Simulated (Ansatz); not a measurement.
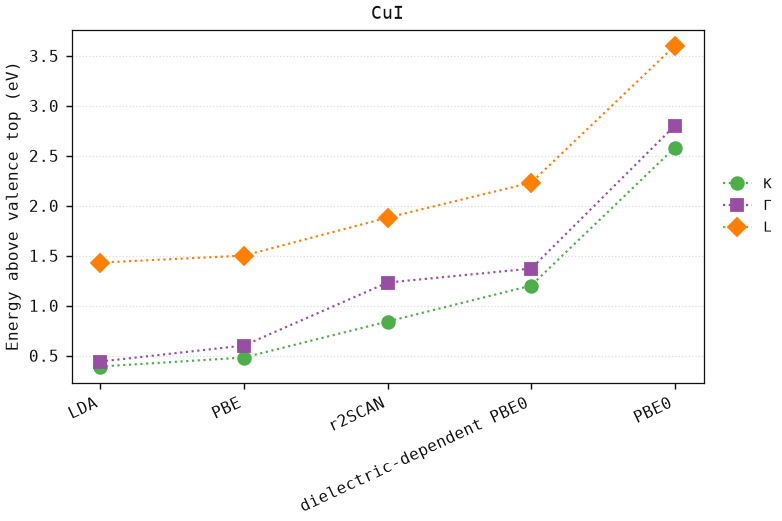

Lowest conduction level at each named k point, counted from the valence-band top at M, by several methods on one cell of NiAs-type CuI, space group P6_3/mmc (No. 194), 4 atoms in the cell, relaxed with r2SCAN; a = 4.147 Å, c = 6.336 Å (hexagonal axes). All runs are without spin-orbit coupling and carry no moments.

> Does PBE0 shift these levels rigidly from PBE?

The shifts are +2.10 eV at K, +2.20 eV at Γ and +2.10 eV at L, and at points that aren't plotted +2.11 eV (A), +2.13 eV (M) and +2.36 eV (H): over the named points that both runs hold, a spread of 0.26 eV on a mean of 2.17 eV, so one shift describes them only roughly.

> How do the methods rank at K?

From low to high: LDA 0.39, PBE 0.48, r2SCAN 0.84, dielectric-dependent PBE0 1.20, PBE0 2.58 eV.

```
                   method  program  K (eV)  Γ (eV)  L (eV)
                      LDA   Ansatz    0.39    0.44    1.43
                      PBE   Ansatz    0.48    0.60    1.50
                   r2SCAN   Ansatz    0.84    1.23    1.88
dielectric-dependent PBE0   Ansatz    1.20    1.37    2.23
                     PBE0   Ansatz    2.58    2.80    3.60
```

Settings. LDA: Ansatz PAW set, 12×12×4 k mesh, 420 eV cutoff, fixed occupations (Ansatz 0.2.0). PBE: Ansatz PAW set, 12×12×4 k mesh, 420 eV cutoff, Fermi-Dirac smearing of 0.02 eV (Ansatz 0.2.0). r2SCAN: Ansatz PAW set, 12×12×4 k mesh, 500 eV cutoff, fixed occupations (Ansatz 0.2.0). dielectric-dependent PBE0: Ansatz PAW set, 6×6×4 k mesh, 420 eV cutoff, fixed occupations (Ansatz). PBE0: Ansatz PAW set, 6×6×4 k mesh, 420 eV cutoff, fixed occupations (Ansatz).

These are five of the 6 methods that were run on this cell. Spin-orbit coupling is left out, which matters for I. The usual form of CuI is zincblende. LDA, r2SCAN, dielectric-dependent PBE0 and PBE0: the PAW data sets were made with another functional. LDA, GGA and most meta-GGA functionals understate gaps.
